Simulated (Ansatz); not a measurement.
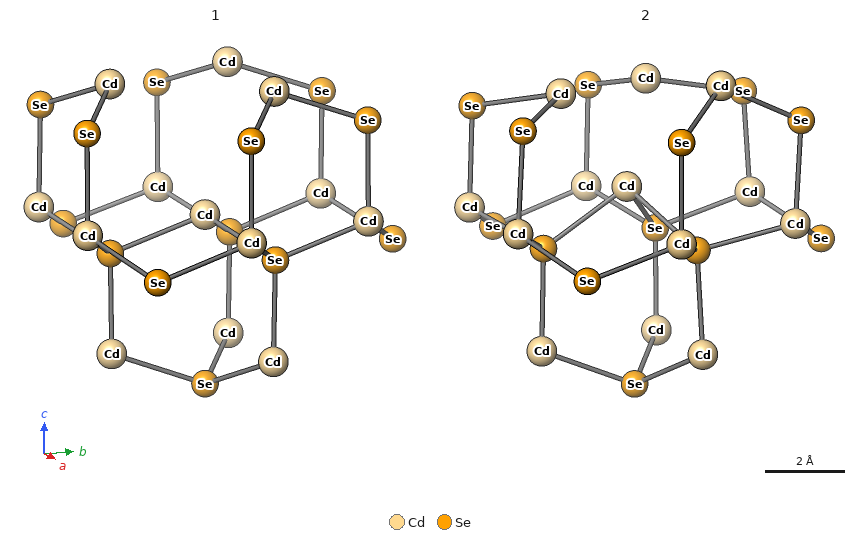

Two geometries of a defect cell of composition Cd48Se47, drawn at one scale. One is the start of a relaxation, the other its converged end. The picture is a ball-and-stick view of the atoms within 5.8 Å of the atom that moves most (axes of the cell of the calculation (origin shifted)), seen slightly off an axis.

Computed with DFT, PBEsol, PAW, plane waves (Ansatz). (plane-wave cutoff 420 eV; k-point mesh 1 × 1 × 1; mesh shifted by (0.25, 0.25, 0.25); collinear spin; atoms relaxed in a fixed cell; force threshold 0.03 eV/Å; at most 80 steps)

Which one is relaxed?

Answer. Structure 2 is the relaxed one. The atoms of the start lie slightly off their symmetric places, so part of the fall in energy undoes that. A Cd atom moves most: 0.74 Å roughly along [−1 −1 3]. Largest moves by element: Cd 0.74 Å, Se 0.36 Å. The cell doesn't change. Some distances before and after: Cd–Se 2.664 → 2.822 Å, Cd–Se 2.582 → 2.705 Å, Cd–Se 2.641 → 2.753 Å, Cd–Se 2.606 → 2.705 Å. Bond angles that change, for instance: Se–Cd–Se 108.8° → 93.1°, Cd–Se–Cd 108.5° → 123.7°, Cd–Se–Cd 108.1° → 123.1°. Over 14 geometry steps the energy falls by 1.175 eV per cell of the calculation. The largest force component goes from 0.5 to 0.021 eV/Å. The program noted that the starting moments weren't kept.
